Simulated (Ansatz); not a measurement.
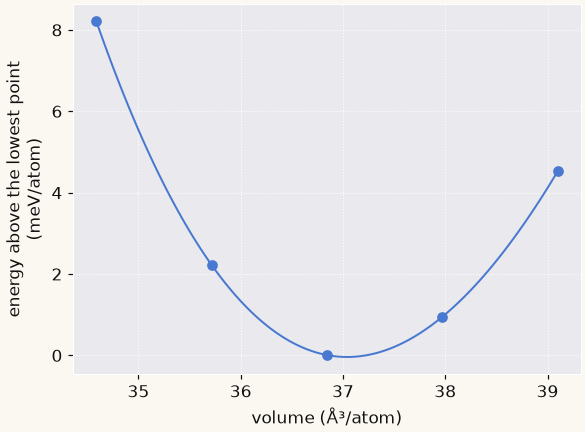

The plot gives the computed energy above the lowest point against volume.

How it was computed, with Ansatz 0.2.0 development build: equation of state of a cubic crystal from periodic Kohn-Sham density functional theory without spin, third-order Birch-Murnaghan fit to the free energies; pressure corrected for the finite basis. Level: HSE06.

Q: For which of these solids was it computed?
A. KBr, Fm-3m (No. 225)
B. Cr, Im-3m (No. 229)
C. CeO₂, Fm-3m (No. 225)

A: A, KBr: energy above the lowest point from 0.00 meV/atom to 8.22 meV/atom, V0 37.04 Å³/atom, B0 14.2 GPa. The others give: CeO₂, energy above the lowest point from 0.0 meV/atom to 43.7 meV/atom, V0 13.08 Å³/atom, B0 208 GPa; Cr, energy above the lowest point from 0.0 meV/atom to 71.4 meV/atom, V0 11.04 Å³/atom, B0 296 GPa.

For CeO₂, limits of the calculation: modest k-mesh, values are not fully converged in k.

For Cr, limits of the calculation: coarse k-mesh, values are not converged in k; known magnet treated without spin, far from its ground state; pseudopotentials made with PBE, not this functional.
